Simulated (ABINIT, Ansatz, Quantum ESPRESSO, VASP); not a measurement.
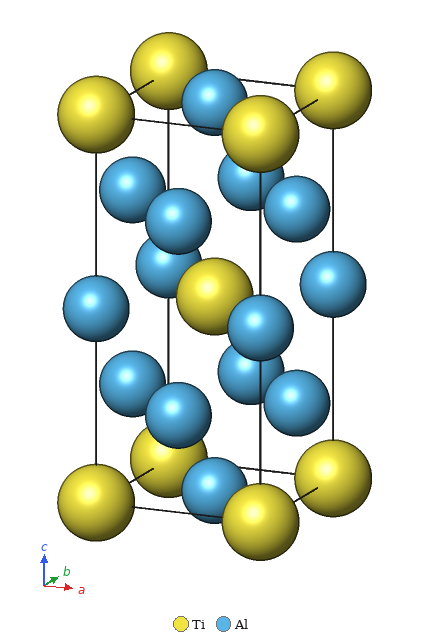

TiAl₃, space group I4/mmm (No. 139), a = 3.822 Å, b = 3.822 Å, c = 8.561 Å, α = 90.00°, β = 90.00°, γ = 90.00° (15.63 Å³/atom). The crystal in a spheres-only representation, seen slightly off an axis. One conventional unit cell is framed, with atoms on its boundary repeated. The cell is a structure listed in the Materials Project. It needn't be the stable form of this composition.

The cell was scaled uniformly, at fixed shape and fractional positions, in five programs or potential sets. Alike in all runs: functional PBE; k mesh 10 × 10 × 10 on the run's cell of 4 atoms; occupations fermi-dirac, width 0.05 eV; no spin polarisation; no spin-orbit coupling.

Energies from ABINIT (JTH PAW PBE v2.0):

| volume (Å³/atom) | E − E(lowest point) (meV/atom) |
| --- | --- |
| 14.696 | 37.13 |
| 15.009 | 20.14 |
| 15.322 | 8.63 |
| 15.634 | 2.08 |
| 15.947 | 0.00 |
| 16.260 | 1.99 |
| 16.572 | 7.66 |

> Fit a third-order Birch-Murnaghan equation of state to these points.

V0 = 15.95 Å³/atom, B0 = 106 GPa and B0′ = 4.0. V0 lies 2.0 % above the volume of the cell as given.

The same fit in all programs:

```tsv
program	V0 (Å³/atom)	B0 (GPa)	B0′
ABINIT (JTH PAW PBE v2.0)	15.95	106	4.0
Quantum ESPRESSO (SSSP 1.3 efficiency)	15.93	106	4.1
VASP (PBE potentials, release 64 Ti_sv, Al)	?	?	?
Ansatz (Ansatz PAW soft_1)	15.93	106	4.1
Ansatz LAPW (all-electron)	15.93	106	4.1
```

> What does VASP (PBE potentials, release 64 Ti_sv, Al) give?

V0 = 15.94 Å³/atom, B0 = 106 GPa and B0′ = 4.1. The other rows span 15.93 to 15.95 Å³/atom and 106 to 106 GPa.

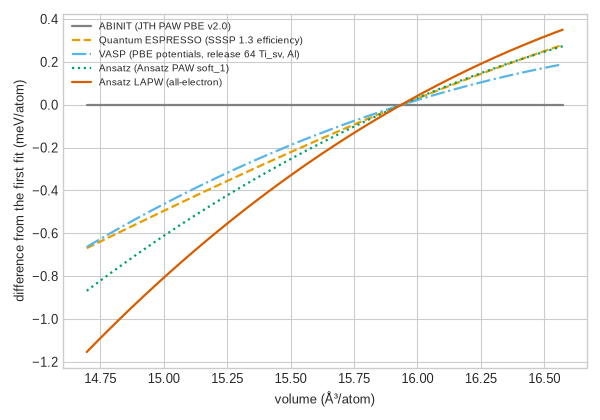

Each fitted curve, counted from its own minimum, less that of ABINIT (JTH PAW PBE v2.0). With one functional throughout, the spread comes from potentials, basis sets and numerical settings; B0′ is uncertain by a few tenths over so narrow a range.

Caveat: the cell was scaled at fixed shape and fractional positions, which overstates the stiffness of a crystal with free parameters, most of all of layers and chains.
